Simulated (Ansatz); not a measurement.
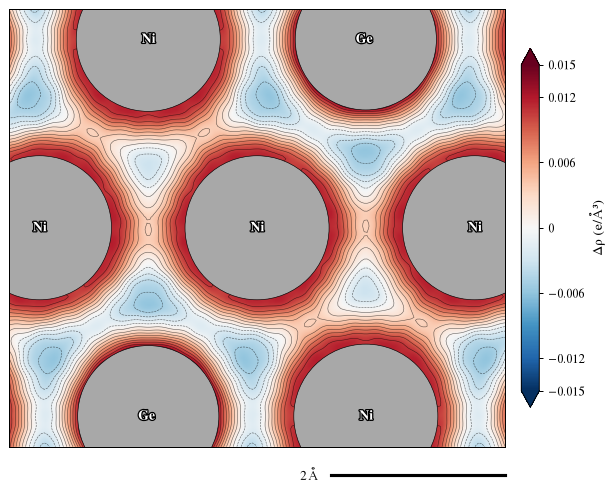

Ni3Ge. Difference of the valence pseudo-densities of two functionals at the same geometry, on the (111) plane of the calculation cell: one of LDA and r2SCAN less the other.

Space group Pm-3m; a structure from a database of computed crystals, not necessarily the ambient phase; computed without spin polarisation.

Both computed with Ansatz (plane waves, PAW), on the same k-point mesh. Grey discs cover the atomic cores.

Question: Which was subtracted from which, and what does the map show?

Answer: It is LDA less r2SCAN. Against r2SCAN, LDA gives more density around Ni (+0.009 e/Å³ on average at 1.0 Å from the nucleus) and more density around Ge (+0.004 e/Å³ on average at 1.0 Å from the nucleus).
